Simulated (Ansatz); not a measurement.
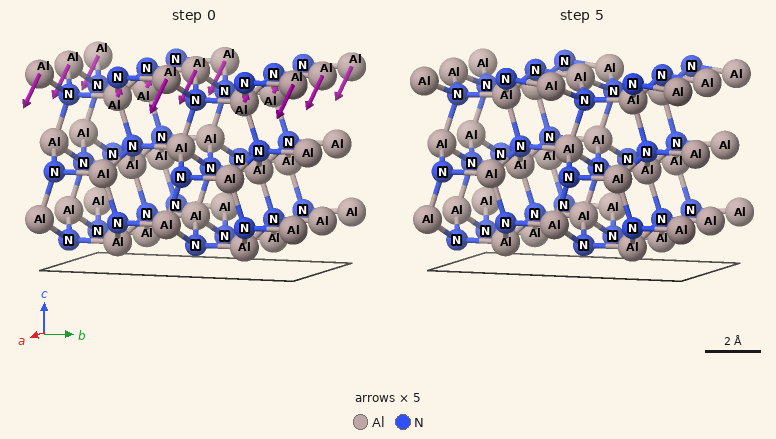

The structure of a slab of composition AlN (cut from the P6_3mc phase) before (left) and after (right) a constrained relaxation, at one scale. The purple arrows give the displacements, magnified 5 times.

The picture is a ball-and-stick view of the cell of the calculation, outlined in the plane, without the vacuum (origin shifted), seen slightly off an axis.

Case: clean slab, lower planes held. The slab is the (1 0 0) face of AlN. 24 atoms are held fixed.

Method: DFT PBE+D3(BJ), scalar-relativistic, plane waves, PAW (Ansatz). Set-up: plane-wave cutoff 420 eV; k-point mesh 3 × 2 × 1; occupations gaussian; smearing width 0.05 eV; no spin polarisation; dipole correction; atoms relaxed in a fixed cell; force threshold 0.03 eV/Å; at most 70 steps.

**What changed between the two?**

The largest moves, 0.29 Å, are those of Al atoms. By element the largest moves are Al 0.29 Å, N 0.05 Å. The cell doesn't change. Among the contacts that change: Al–N 1.901 → 1.770 Å, Al–N 1.889 → 1.969 Å, Al–N 1.889 → 1.834 Å, Al–N 1.889 → 1.870 Å. Bond angles that change, for instance: Al–N–Al 110.8° → 101.3°, N–Al–N 108.1° → 116.4°, N–Al–N 110.8° → 116.0°. Over 5 geometry steps the energy falls by 1.939 eV per cell of the calculation. The largest force component goes from 1.9 to 0.0033 eV/Å. The run took 3.2 min on 4 threads of Arm Neoverse V2, on a shared host, peak memory 3 GiB.
